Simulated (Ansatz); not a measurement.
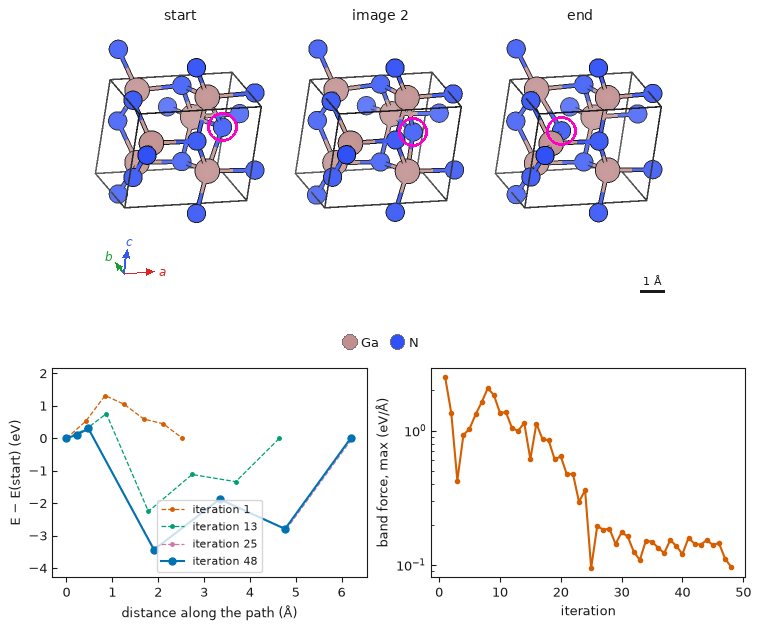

A search for the minimum-energy path of a defect cell of composition Ga₆N₇ (13 atoms in the cell) by the nudged elastic band. Images are numbered from 0 (start) to 6 (end). The plot follows the band through its iterations. Style: ball-and-stick. Shown: the simulation cell (origin moved), slightly off an axis. The moving atom is ringed, with any periodic copies. Bonds to atoms that aren't drawn are left out.

These are results of Ansatz, DFT PBE, scalar-relativistic, plane waves, PAW, not measurements. Set-up: plane-wave cutoff 420 eV; k-point mesh 3 × 3 × 3; Gaussian smearing 0.02 eV; spin collinear; 5 movable images; climbing image.

Judge this run.

The result isn't final. The run hit its time limit after 48 iterations, unconverged. The largest component of the band force went from 2.5 to 0.097 eV/Å. The barrier read from it is provisional, though the highest image hardly moved in the last two iterations. The first iteration put the highest image at 1.32 eV. Relative to the start the highest point is image 2 at +0.30 eV and the end lies at 0.00 eV, but the profile dips to −3.43 eV at image 3 on the way, so there may be more than one step; on an unconverged band the side maxima are provisional.

Limits of the set-up: the periodic images lie only 5.2 Å apart, so the values are limited by the cell's size.

Cost: 62 min on 4 threads of Intel(R) Xeon(R) Platinum 8488C (Sapphire Rapids) (shared host), peak memory 1.9 GiB.
